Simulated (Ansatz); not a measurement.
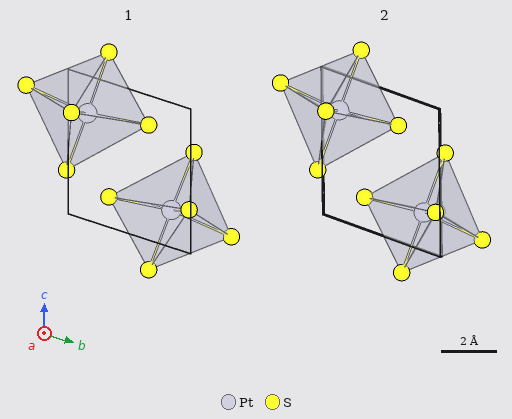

Two geometries of a crystal of PtS₂ (built on the TiO2-15 type type), drawn at one scale. One is the start of a relaxation, the other its converged end. A polyhedral model of the cell of the calculation, seen along the a axis.

Level of theory: DFT, PBEsol, plane waves, PAW in Ansatz. Settings: plane-wave cutoff 420 eV; k-point mesh 4 × 4 × 4; occupations fermi dirac; smearing width 0.05 eV; no spin polarisation; cell and atoms relaxed; force threshold 0.01 eV/Å; at most 120 steps.

Which of the two is the end point?

Structure 2 is the relaxed one. Case: shaken. The largest move relative to the cell is that of an S atom, 0.13 Å along [0 −3 −1]. By element the largest moves are S 0.13 Å, Pt 0.07 Å. The drawn cell changes as follows: a 4.693 → 4.842 Å (+3.2 %), b 4.736 → 4.602 Å (−2.8 %), c 5.574 → 5.706 Å (+2.4 %), α 107.9° → 110.1°, β 107.6° → 108.3°, γ 87.5° → 88.5°; the volume changes by +0.6 %. Among the contacts that change: Pt–S 2.221 → 2.323 Å, Pt–S 2.459 → 2.368 Å, Pt–S 2.530 → 2.452 Å, Pt–S 2.486 → 2.549 Å. Among the angles between lasting bonds that change: S–Pt–S 148.8° → 158.4°, Pt–S–Pt 148.8° → 158.4°, S–Pt–S 88.1° → 94.7°. The space group (tolerance 0.01 Å) goes from P1 (No. 1) to P-1 (No. 2). The energy falls by 35.8 meV per atom in 10 accepted moves (12 points after the start). Largest force component: 1.9 eV/Å at the start, 0.0022 eV/Å at the end. The pressure goes from 2.32 to 0.01 GPa. The line search rejected the trial step at point 10 of the run. At 1 point the geometry stayed and the basis and grid were re-selected for the new cell (energy shift of less than 0.05 meV per atom at most each time). Cost: 71 s on 2 threads of Arm Neoverse V1 (shared host), peak memory 0.4 GiB.
